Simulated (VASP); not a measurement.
## MgO: band-structure run (part 1 of 2)

The run: band-structure run of MgO (Fm-3m, 2 atoms in the cell). Method and program: Kohn-Sham DFT of a periodic cell, PBE with D3(BJ), VASP PAW PBE potentials, recommended, no spin polarisation (VASP 6.6.1).

The structure derives from an entry of the Crystallography Open Database.

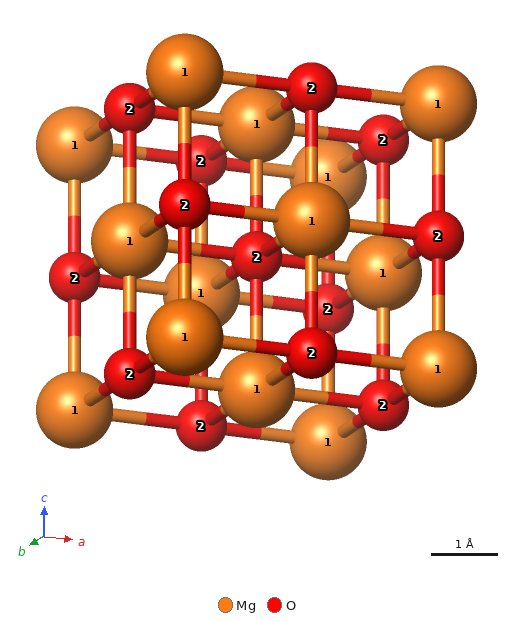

*The structure (ball-and-stick view of the cell 4 times as large as that of the calculation, set on its symmetry axes, seen at an oblique angle; atoms are numbered from 1 in the order of the input).*

Summary:

- outcome: converged
- space group (tolerance 0.01 Å): Fm-3m (225)
- electrons treated: 8
- free energy: −12.4921 eV
- dispersion energy: −0.5918 eV
- Fermi energy of the self-consistent step: 3.482 eV
- gap on the k-point mesh: 4.82 eV
- gap on the band path: 4.82 eV
- pressure: 0.27 GPa
- largest force (length of the vector): under 0.001 eV/Å
- hardware: 1 thread of Intel Xeon @ 2.90GHz (Ice Lake), 64 GiB of memory available, shared host
- wall time: 31 s
- peak memory: 0.16 GiB

INCAR:
```
PREC = Accurate ; ENCUT = 520
EDIFF = 1E-7 ; ISMEAR = 0
SIGMA = 0.03 ; LREAL = F
LASPH = T ; NELM = 80
ALGO = Normal ; ISIF = 2
LWAVE = F ; LCHARG = F
GGA = PE ; IVDW = 12
NBANDS = 11 ; ICORELEVEL = 1
```

KPOINTS:
```
Automatic mesh
0
Gamma
  12 12 12
```

KPOINTS_OPT:
```
explicit points
209
Reciprocal
 0.0000000000  0.0000000000  0.0000000000 1
 0.0263157895  0.0000000000  0.0263157895 1
 0.0526315789  0.0000000000  0.0526315789 1
 0.0789473684  0.0000000000  0.0789473684 1
 0.1052631579  0.0000000000  0.1052631579 1
 0.1315789474  0.0000000000  0.1315789474 1
 0.1578947368  0.0000000000  0.1578947368 1
 0.1842105263  0.0000000000  0.1842105263 1
 0.2105263158  0.0000000000  0.2105263158 1
 0.2368421053  0.0000000000  0.2368421053 1
 0.2631578947  0.0000000000  0.2631578947 1
 0.2894736842  0.0000000000  0.2894736842 1
 0.3157894737  0.0000000000  0.3157894737 1
 0.3421052632  0.0000000000  0.3421052632 1
 0.3684210526  0.0000000000  0.3684210526 1
 0.3947368421  0.0000000000  0.3947368421 1
 0.4210526316  0.0000000000  0.4210526316 1
 0.4473684211  0.0000000000  0.4473684211 1
 0.4736842105  0.0000000000  0.4736842105 1
 0.5000000000  0.0000000000  0.5000000000 1
 0.5000000000  0.0000000000  0.5000000000 1
 0.5000000000  0.0131578947  0.5131578947 1
 0.5000000000  0.0263157895  0.5263157895 1
 0.5000000000  0.0394736842  0.5394736842 1
 0.5000000000  0.0526315789  0.5526315789 1
 0.5000000000  0.0657894737  0.5657894737 1
 0.5000000000  0.0789473684  0.5789473684 1
 0.5000000000  0.0921052632  0.5921052632 1
 0.5000000000  0.1052631579  0.6052631579 1
 0.5000000000  0.1184210526  0.6184210526 1
 0.5000000000  0.1315789474  0.6315789474 1
 0.5000000000  0.1447368421  0.6447368421 1
 0.5000000000  0.1578947368  0.6578947368 1
 0.5000000000  0.1710526316  0.6710526316 1
 0.5000000000  0.1842105263  0.6842105263 1
 0.5000000000  0.1973684211  0.6973684211 1
 0.5000000000  0.2105263158  0.7105263158 1
 0.5000000000  0.2236842105  0.7236842105 1
 0.5000000000  0.2368421053  0.7368421053 1
 0.5000000000  0.2500000000  0.7500000000 1
 0.5000000000  0.2500000000  0.7500000000 1
 0.4934210526  0.2565789474  0.7500000000 1
 0.4868421053  0.2631578947  0.7500000000 1
 0.4802631579  0.2697368421  0.7500000000 1
 0.4736842105  0.2763157895  0.7500000000 1
 0.4671052632  0.2828947368  0.7500000000 1
 0.4605263158  0.2894736842  0.7500000000 1
 0.4539473684  0.2960526316  0.7500000000 1
 0.4473684211  0.3026315789  0.7500000000 1
 0.4407894737  0.3092105263  0.7500000000 1
 0.4342105263  0.3157894737  0.7500000000 1
 0.4276315789  0.3223684211  0.7500000000 1
 0.4210526316  0.3289473684  0.7500000000 1
 0.4144736842  0.3355263158  0.7500000000 1
 0.4078947368  0.3421052632  0.7500000000 1
 0.4013157895  0.3486842105  0.7500000000 1
 0.3947368421  0.3552631579  0.7500000000 1
 0.3881578947  0.3618421053  0.7500000000 1
 0.3815789474  0.3684210526  0.7500000000 1
 0.3750000000  0.3750000000  0.7500000000 1
 0.3750000000  0.3750000000  0.7500000000 1
 0.3552631579  0.3552631579  0.7105263158 1
 0.3355263158  0.3355263158  0.6710526316 1
 0.3157894737  0.3157894737  0.6315789474 1
 0.2960526316  0.2960526316  0.5921052632 1
 0.2763157895  0.2763157895  0.5526315789 1
 0.2565789474  0.2565789474  0.5131578947 1
 0.2368421053  0.2368421053  0.4736842105 1
 0.2171052632  0.2171052632  0.4342105263 1
 0.1973684211  0.1973684211  0.3947368421 1
 0.1776315789  0.1776315789  0.3552631579 1
 0.1578947368  0.1578947368  0.3157894737 1
 0.1381578947  0.1381578947  0.2763157895 1
 0.1184210526  0.1184210526  0.2368421053 1
 0.0986842105  0.0986842105  0.1973684211 1
 0.0789473684  0.0789473684  0.1578947368 1
 0.0592105263  0.0592105263  0.1184210526 1
 0.0394736842  0.0394736842  0.0789473684 1
 0.0197368421  0.0197368421  0.0394736842 1
 0.0000000000  0.0000000000  0.0000000000 1
 0.0000000000  0.0000000000  0.0000000000 1
 0.0263157895  0.0263157895  0.0263157895 1
 0.0526315789  0.0526315789  0.0526315789 1
 0.0789473684  0.0789473684  0.0789473684 1
 0.1052631579  0.1052631579  0.1052631579 1
 0.1315789474  0.1315789474  0.1315789474 1
 0.1578947368  0.1578947368  0.1578947368 1
 0.1842105263  0.1842105263  0.1842105263 1
 0.2105263158  0.2105263158  0.2105263158 1
 0.2368421053  0.2368421053  0.2368421053 1
 0.2631578947  0.2631578947  0.2631578947 1
 0.2894736842  0.2894736842  0.2894736842 1
 0.3157894737  0.3157894737  0.3157894737 1
 0.3421052632  0.3421052632  0.3421052632 1
 0.3684210526  0.3684210526  0.3684210526 1
 0.3947368421  0.3947368421  0.3947368421 1
 0.4210526316  0.4210526316  0.4210526316 1
 0.4473684211  0.4473684211  0.4473684211 1
 0.4736842105  0.4736842105  0.4736842105 1
 0.5000000000  0.5000000000  0.5000000000 1
 0.5000000000  0.5000000000  0.5000000000 1
 0.5065789474  0.4868421053  0.5065789474 1
 0.5131578947  0.4736842105  0.5131578947 1
 0.5197368421  0.4605263158  0.5197368421 1
 0.5263157895  0.4473684211  0.5263157895 1
 0.5328947368  0.4342105263  0.5328947368 1
 0.5394736842  0.4210526316  0.5394736842 1
 0.5460526316  0.4078947368  0.5460526316 1
 0.5526315789  0.3947368421  0.5526315789 1
 0.5592105263  0.3815789474  0.5592105263 1
 0.5657894737  0.3684210526  0.5657894737 1
 0.5723684211  0.3552631579  0.5723684211 1
 0.5789473684  0.3421052632  0.5789473684 1
 0.5855263158  0.3289473684  0.5855263158 1
 0.5921052632  0.3157894737  0.5921052632 1
 0.5986842105  0.3026315789  0.5986842105 1
 0.6052631579  0.2894736842  0.6052631579 1
 0.6118421053  0.2763157895  0.6118421053 1
 0.6184210526  0.2631578947  0.6184210526 1
 0.6250000000  0.2500000000  0.6250000000 1
 0.6250000000  0.2500000000  0.6250000000 1
 0.6184210526  0.2500000000  0.6315789474 1
 0.6118421053  0.2500000000  0.6381578947 1
 0.6052631579  0.2500000000  0.6447368421 1
 0.5986842105  0.2500000000  0.6513157895 1
 0.5921052632  0.2500000000  0.6578947368 1
 0.5855263158  0.2500000000  0.6644736842 1
 0.5789473684  0.2500000000  0.6710526316 1
 0.5723684211  0.2500000000  0.6776315789 1
 0.5657894737  0.2500000000  0.6842105263 1
 0.5592105263  0.2500000000  0.6907894737 1
 0.5526315789  0.2500000000  0.6973684211 1
 0.5460526316  0.2500000000  0.7039473684 1
 0.5394736842  0.2500000000  0.7105263158 1
 0.5328947368  0.2500000000  0.7171052632 1
 0.5263157895  0.2500000000  0.7236842105 1
 0.5197368421  0.2500000000  0.7302631579 1
 0.5131578947  0.2500000000  0.7368421053 1
 0.5065789474  0.2500000000  0.7434210526 1
 0.5000000000  0.2500000000  0.7500000000 1
 0.5000000000  0.2500000000  0.7500000000 1
 0.5000000000  0.2631578947  0.7368421053 1
 0.5000000000  0.2763157895  0.7236842105 1
 0.5000000000  0.2894736842  0.7105263158 1
 0.5000000000  0.3026315789  0.6973684211 1
 0.5000000000  0.3157894737  0.6842105263 1
 0.5000000000  0.3289473684  0.6710526316 1
 0.5000000000  0.3421052632  0.6578947368 1
 0.5000000000  0.3552631579  0.6447368421 1
 0.5000000000  0.3684210526  0.6315789474 1
 0.5000000000  0.3815789474  0.6184210526 1
 0.5000000000  0.3947368421  0.6052631579 1
 0.5000000000  0.4078947368  0.5921052632 1
 0.5000000000  0.4210526316  0.5789473684 1
 0.5000000000  0.4342105263  0.5657894737 1
 0.5000000000  0.4473684211  0.5526315789 1
 0.5000000000  0.4605263158  0.5394736842 1
 0.5000000000  0.4736842105  0.5263157895 1
 0.5000000000  0.4868421053  0.5131578947 1
 0.5000000000  0.5000000000  0.5000000000 1
 0.5000000000  0.5000000000  0.5000000000 1
 0.4934210526  0.4934210526  0.5131578947 1
 0.4868421053  0.4868421053  0.5263157895 1
 0.4802631579  0.4802631579  0.5394736842 1
 0.4736842105  0.4736842105  0.5526315789 1
 0.4671052632  0.4671052632  0.5657894737 1
 0.4605263158  0.4605263158  0.5789473684 1
 0.4539473684  0.4539473684  0.5921052632 1
 0.4473684211  0.4473684211  0.6052631579 1
 0.4407894737  0.4407894737  0.6184210526 1
 0.4342105263  0.4342105263  0.6315789474 1
 0.4276315789  0.4276315789  0.6447368421 1
 0.4210526316  0.4210526316  0.6578947368 1
 0.4144736842  0.4144736842  0.6710526316 1
 0.4078947368  0.4078947368  0.6842105263 1
 0.4013157895  0.4013157895  0.6973684211 1
 0.3947368421  0.3947368421  0.7105263158 1
 0.3881578947  0.3881578947  0.7236842105 1
 0.3815789474  0.3815789474  0.7368421053 1
 0.3750000000  0.3750000000  0.7500000000 1
 0.6250000000  0.2500000000  0.6250000000 1
 0.6184210526  0.2368421053  0.6184210526 1
 0.6118421053  0.2236842105  0.6118421053 1
 0.6052631579  0.2105263158  0.6052631579 1
 0.5986842105  0.1973684211  0.5986842105 1
 0.5921052632  0.1842105263  0.5921052632 1
 0.5855263158  0.1710526316  0.5855263158 1
 0.5789473684  0.1578947368  0.5789473684 1
 0.5723684211  0.1447368421  0.5723684211 1
 0.5657894737  0.1315789474  0.5657894737 1
 0.5592105263  0.1184210526  0.5592105263 1
 0.5526315789  0.1052631579  0.5526315789 1
 0.5460526316  0.0921052632  0.5460526316 1
 0.5394736842  0.0789473684  0.5394736842 1
 0.5328947368  0.0657894737  0.5328947368 1
 0.5263157895  0.0526315789  0.5263157895 1
 0.5197368421  0.0394736842  0.5197368421 1
 0.5131578947  0.0263157895  0.5131578947 1
 0.5065789474  0.0131578947  0.5065789474 1
 0.5000000000  0.0000000000  0.5000000000 1
 0.0000000000  0.0000000000  0.0000000000 1
 0.3750000000  0.3750000000  0.7500000000 1
 0.5000000000  0.5000000000  0.5000000000 1
 0.6250000000  0.2500000000  0.6250000000 1
 0.5000000000  0.2500000000  0.7500000000 1
 0.5000000000  0.0000000000  0.5000000000 1
 0.4000000000  0.0000000000  0.4000000000 1
 0.4250000000  0.0000000000  0.4250000000 1
 0.4500000000  0.0000000000  0.4500000000 1
```

POSCAR:
```
MgO                                     
1.0
    0.0000000000      2.0995643091      2.0995643091
    2.0995643091      0.0000000000      2.0995643091
    2.0995643091      2.0995643091      0.0000000000
  Mg              O             
     1     1
Direct
     0.0000000000000000    0.0000000000000000    0.0000000000000000
     0.5000000000000000    0.5000000000000000    0.5000000000000000
```

Command:
```bash
cat potpaw_PBE.64/Mg/POTCAR potpaw_PBE.64/O/POTCAR > POTCAR
mpirun -np 1 vasp_std > vasp.out
```

OSZICAR:
```
N       E                     dE             d eps       ncg     rms          rms(c)
DAV:   1     0.115883091542E+02    0.11588E+02   -0.45845E+03  1864   0.642E+02
DAV:   2    -0.129224421375E+02   -0.24511E+02   -0.23478E+02  1832   0.133E+02
DAV:   3    -0.134611773875E+02   -0.53874E+00   -0.53803E+00  1939   0.161E+01
DAV:   4    -0.134624378015E+02   -0.12604E-02   -0.12604E-02  1728   0.892E-01
DAV:   5    -0.134624415845E+02   -0.37829E-05   -0.37829E-05  1851   0.480E-02    0.723E+00
DAV:   6    -0.119167282412E+02    0.15457E+01   -0.86956E+00  1653   0.163E+01    0.220E+00
DAV:   7    -0.119057022260E+02    0.11026E-01   -0.53812E-02  1743   0.208E+00    0.134E+00
DAV:   8    -0.119006071563E+02    0.50951E-02   -0.26904E-02  1677   0.185E+00    0.232E-01
DAV:   9    -0.119002498179E+02    0.35734E-03   -0.55615E-04  1821   0.164E-01    0.130E-01
DAV:  10    -0.119002471715E+02    0.26464E-05   -0.47805E-04  1746   0.161E-01    0.903E-03
DAV:  11    -0.119002490696E+02   -0.18981E-05   -0.24571E-06  1845   0.133E-02    0.530E-03
DAV:  12    -0.119002489068E+02    0.16288E-06   -0.57378E-07  1782   0.575E-03    0.454E-04
DAV:  13    -0.119002489137E+02   -0.69566E-08   -0.46663E-08   936   0.117E-03
   1 F= -.12492062E+02 E0= -.12492062E+02  d E =-.698495E-29
       N       E                     dE             ncg
DAV:   1     0.557512612377E+03   -0.23572E+05     1760
DAV:   2    -0.128450102580E+04   -0.18420E+04     1858
DAV:   3    -0.132250402586E+04   -0.38003E+02     1951
DAV:   4    -0.132259489914E+04   -0.90873E-01     1773
DAV:   5    -0.132259523112E+04   -0.33198E-03     1920
DAV:   6    -0.132259523274E+04   -0.16169E-05     1770
DAV:   7    -0.132259523274E+04   -0.87734E-08     1612
       N       E                     dE             ncg
DAV:   1     0.706872880236E+03   -0.20249E+05     1792
DAV:   2    -0.119112011314E+04   -0.18980E+04     1878
DAV:   3    -0.123607178594E+04   -0.44952E+02     1923
DAV:   4    -0.123618052929E+04   -0.10874E+00     1719
DAV:   5    -0.123618091666E+04   -0.38736E-03     1833
DAV:   6    -0.123618091861E+04   -0.19490E-05     1704
DAV:   7    -0.123618091862E+04   -0.11006E-07     1528
       N       E                     dE             ncg
DAV:   1     0.332957186727E+04   -0.24370E+05     1638
DAV:   2     0.164007366259E+04   -0.16895E+04     1692
DAV:   3     0.160425273852E+04   -0.35821E+02     1721
DAV:   4     0.160415956379E+04   -0.93175E-01     1571
DAV:   5     0.160415924065E+04   -0.32314E-03     1661
DAV:   6     0.160415923919E+04   -0.14623E-05     1597
DAV:   7     0.160415923918E+04   -0.69049E-08     1338
```

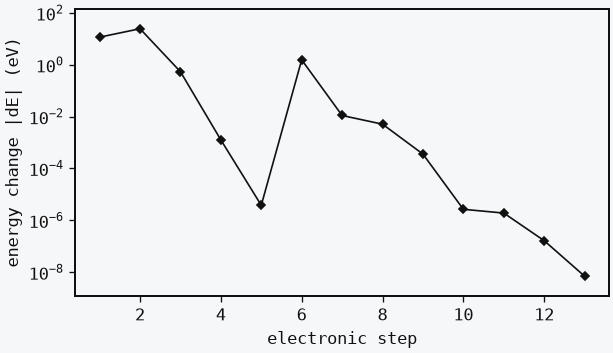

*Convergence of the self-consistent field: energy change |dE| against the electronic step.*

It takes 13 electronic steps. The density is held fixed in the first few steps, and dE rises again when its update begins.

Parts of OUTCAR:
```
PREC = Accurate
   ENCUT = 520
   EDIFF = 1E-7
   ISMEAR = 0
   LREAL = F
   LASPH = T
   NELM = 80
   ISIF = 2
   GGA = PE
   IVDW = 12
 IVDW          = 12
 VDW_S6        =  1.00000000  s6, scaling of the dipole-dipole dispersion
 VDW_S8        =  0.78750002  s8, scaling of the dipole-quadrupole dispersion
 VDW_A1        =  0.42890000  a1, scaling of the critical radii
 VDW_A2        =  4.44070005  a2, offset of the critical radii
 VDW_RADIUS    = 50.20216178  two-body interaction cutoff (in Angstroms)
 VDW_CNRADIUS  = 21.16708996  CN, coordination number cutoff (in Angstroms)

 ion  position               nearest neighbor table
   1  0.000  0.000  0.000-   2 2.10   2 2.10   2 2.10   2 2.10   2 2.10   2 2.10
   2  0.500  0.500  0.500-   1 2.10   1 2.10   1 2.10   1 2.10   1 2.10   1 2.10

  LATTYP: Found a face centered cubic cell.
 ALAT       =     4.1991286182

  Lattice vectors:

 A1 = (   0.0000000000,   2.0995643091,   2.0995643091)
 A2 = (   2.0995643091,   0.0000000000,   2.0995643091)
 A3 = (   2.0995643091,   2.0995643091,   0.0000000000)

Analysis of symmetry for initial positions (statically):
=====================================================================
 Subroutine PRICEL returns:
 Original cell was already a primitive cell.

 Routine SETGRP: Setting up the symmetry group for a
 face centered cubic supercell.
```
